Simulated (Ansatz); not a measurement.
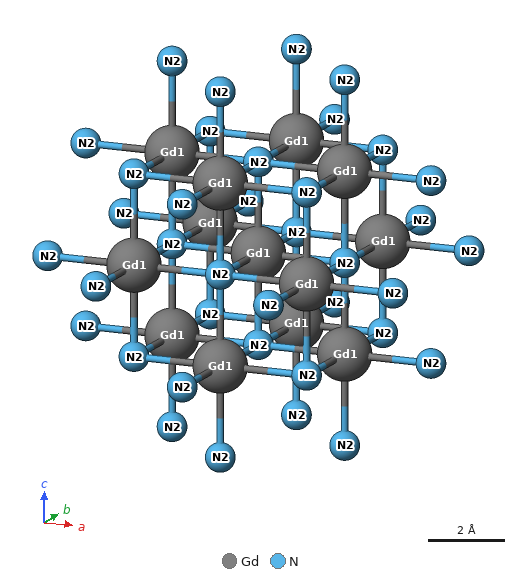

The starting point is solid GdN (built on the rocksalt type). A ball-and-stick model of the conventional cell (4 times the calculation's cell), seen slightly off an axis. Lengths and directions refer to the drawn axes.

Level of theory: Ansatz, DFT r2SCAN, scalar-relativistic, plane waves, PAW. Set-up: plane-wave cutoff 500 eV; k-point mesh 12 × 12 × 12; occupations gaussian; smearing width 0.05 eV; collinear spin.

Now this is done to it. All lengths are scaled by +1.3 % (volume +4.0 %), the atoms keeping their fractional coordinates. No relaxation follows.

The input:
```yaml
crystal:
  lattice:
    - [0.0, 2.5192749275, 2.5192749275]
    - [2.5192749275, 0.0, 2.5192749275]
    - [2.5192749275, 2.5192749275, 0.0]
  atoms:
    - { symbol: Gd, position: [0.5, 0.5, 0.5], spin: 7.63 }
    - { symbol: "N", position: [0.0, 0.0, 0.0] }
basis:
  ecutwfc: 500
  ecutrho_ratio: 4
kpoints:
  mp_grid: { grid: [12, 12, 12] }
hamiltonian:
  xc: r2scan
scf:
  occupations: { method: gaussian, width: 0.05 }
output:
  forces: true
  stress: true
  eigenvalues: true
  populations: true
  write_density: true
  write_potential: true
  elf: true
  volumetric_format: npy
magnetization:
  spin_polarized: true
```

Command:
```bash
ansatz run input.yaml --threads 2 --pin off --max-ram 2662MiB --backend cpu --events-out ev --progress --plain --runs-dir out
```

> What does the calculation give for the changed structure?

Energy change: +11.2 meV per atom. The pressure goes from 0.1 to −5.7 GPa. All forces vanish by symmetry. The absolute magnetisation stays at 7.28 μB per cell. Both are metals. Near-neighbour distances before and after: Gd–N 2.487 → 2.519 Å. The space group stays Fm-3m (No. 225).
